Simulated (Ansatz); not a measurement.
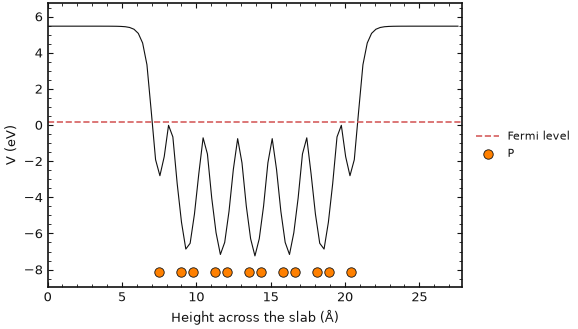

Plane-averaged electrostatic potential energy of an electron across the slab; circles at the bottom mark the heights of the atoms.

This input was run:

```
crystal:
  lattice:
    - [3.310432478, 0.0, 0.0]
    - [-1.655216239, 5.6427178935, 0.0]
    - [0.0, 0.0, 27.8868311752]
  atoms:
    - { symbol: P, position: [0.9059292215, 0.8118584429, 0.2689441462] }
    - { symbol: P, position: [0.4059292215, 0.8118584429, 0.3224604204] }
    - { symbol: P, position: [0.5940707785, 0.1881415571, 0.3506632329] }
    - { symbol: P, position: [0.0940707785, 0.1881415571, 0.4041795071] }
    - { symbol: P, position: [0.9059292215, 0.8118584429, 0.4323823195] }
    - { symbol: P, position: [0.4059292215, 0.8118584429, 0.4858985938] }
    - { symbol: P, position: [0.5940707785, 0.1881415571, 0.5141014062] }
    - { symbol: P, position: [0.0940707785, 0.1881415571, 0.5676176805] }
    - { symbol: P, position: [0.9059292215, 0.8118584429, 0.5958204929] }
    - { symbol: P, position: [0.4059292215, 0.8118584429, 0.6493367671] }
    - { symbol: P, position: [0.5940707785, 0.1881415571, 0.6775395796] }
    - { symbol: P, position: [0.0940707785, 0.1881415571, 0.7310558538] }
basis:
  ecutwfc: 420
kpoints:
  mp_grid: { grid: [5, 3, 1] }
hamiltonian:
  xc: pbe
scf:
  occupations: { method: gaussian, width: 0.05 }
output:
  forces: true
  stress: true
  eigenvalues: true
efield:
  axis: 3
  dipole_correction: true
  ramp_width: 0.04
```

Run as:
```bash
ansatz run input.yaml --threads 1 --pin off --max-ram 2560MiB --backend cpu --events-out ev --progress --plain --runs-dir out
```

Question: What is the work function?

Answer: The work function is 5.28 eV, the same on both faces. The two vacuum levels agree, so the slab has no net dipole along its normal.

Question: How thick are slab and vacuum?

Answer: The outermost atoms are 12.9 Å apart, which leaves 15.0 Å of vacuum in a cell 27.9 Å high.

The atoms aren't at rest in this cell (largest force 1.4 eV/Å), so the relaxed material can differ.
